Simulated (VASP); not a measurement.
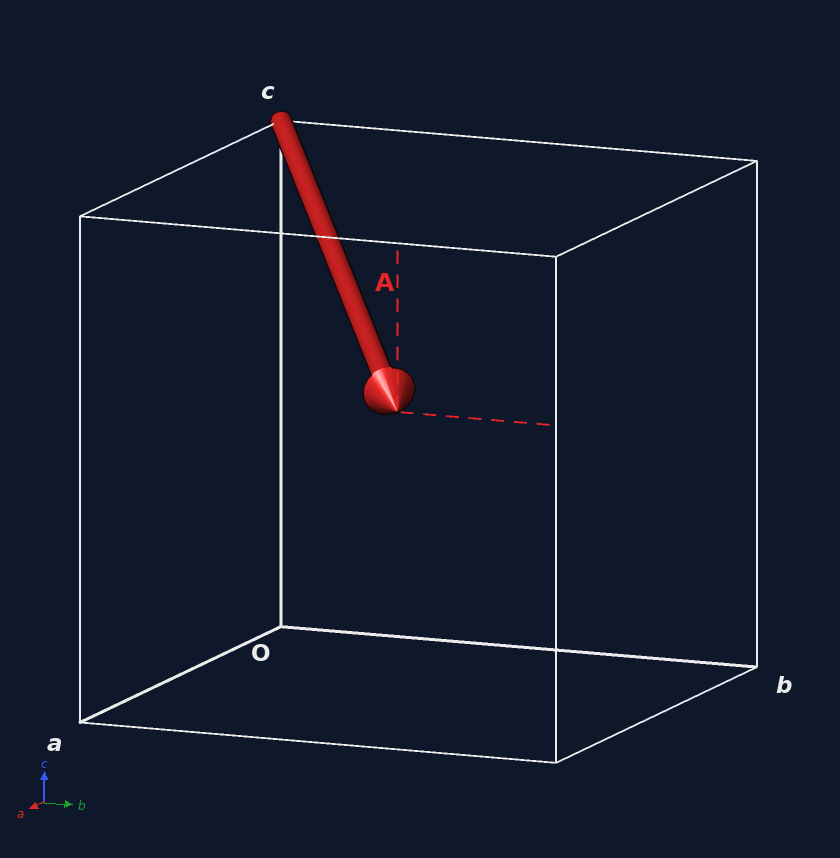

Crystal: InAs, the geometry relaxed with VASP 6.6.1, VASP Kohn-Sham DFT of a periodic cell, HF, VASP PAW PBE potentials, recommended. The arrow starts at a corner of the unit cell and ends on its surface; where a tip isn't a corner, dashed lines run from it parallel to the axes. All values are computed from the atomic coordinates in the standard setting (tolerance 0.002 Å).

a = 6.144 Å, b = 6.144 Å, c = 6.144 Å, α = 90.00°, β = 90.00°, γ = 90.00°.

Give [uvw] of the arrow.

Answer. Arrow A runs from (0, 0, 1) to (1, 2/3, 2/3), so [3 2 −1].

How long is the vector ua + vb + wc?

Answer. 22.987 Å.
